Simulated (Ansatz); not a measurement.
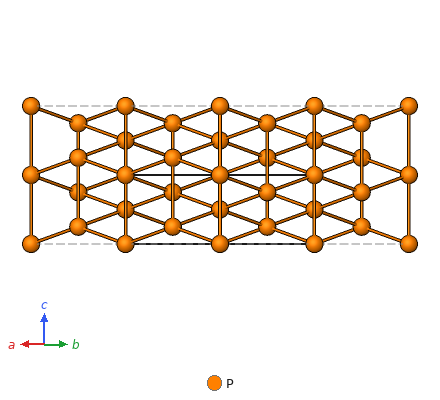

P (I4_1/amd, No. 141): coordinates from a relaxation with DFT PBE, scalar-relativistic, plane waves, PAW (Ansatz 0.2.0); the starting structure was generated, so it need not be a known form of this composition.

```
P
1.0
     4.88422    0.00000    0.00000
     0.00000    4.88422    0.00000
     0.00000    0.00000    2.52213
P
4
Cartesian
  0.0000 0.0000 0.0000
  0.0000 2.4421 0.6305
  2.4421 2.4421 1.2611
  2.4421 0.0000 1.8916
```

Question: What will a Z-contrast image along [110] show? The image is simulated as a sum over atoms of Z^1.7, blurred by a 0.58 Å probe (no channelling). The probe carries 15 % of its weight in a tail 2.5 times as wide.

Answer: The columns repeat on a centred rectangular net of 1.26 × 3.45 Å (plane group c2mm). All columns are alike (P). The shortest distance between visible columns is 1.26 Å in projection. Along the beam the structure repeats every 6.91 Å.

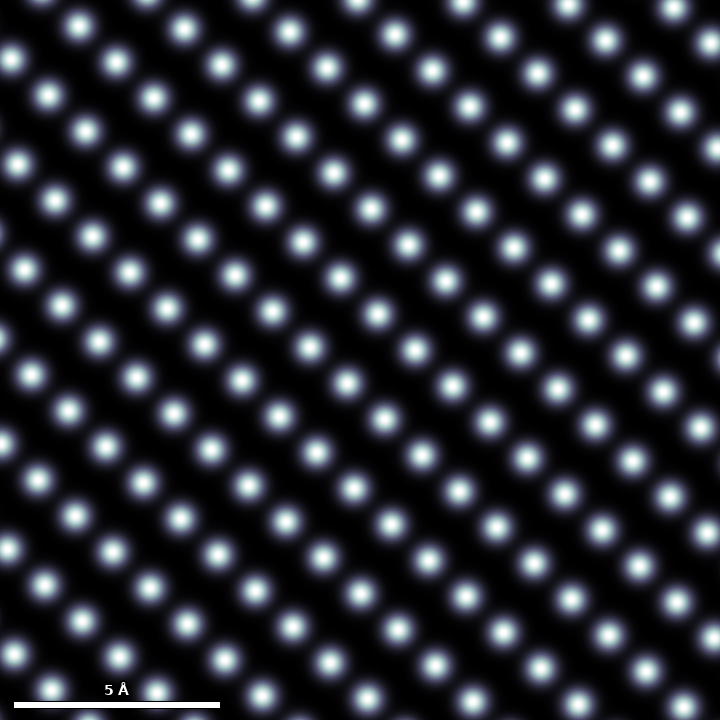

The simulated image.
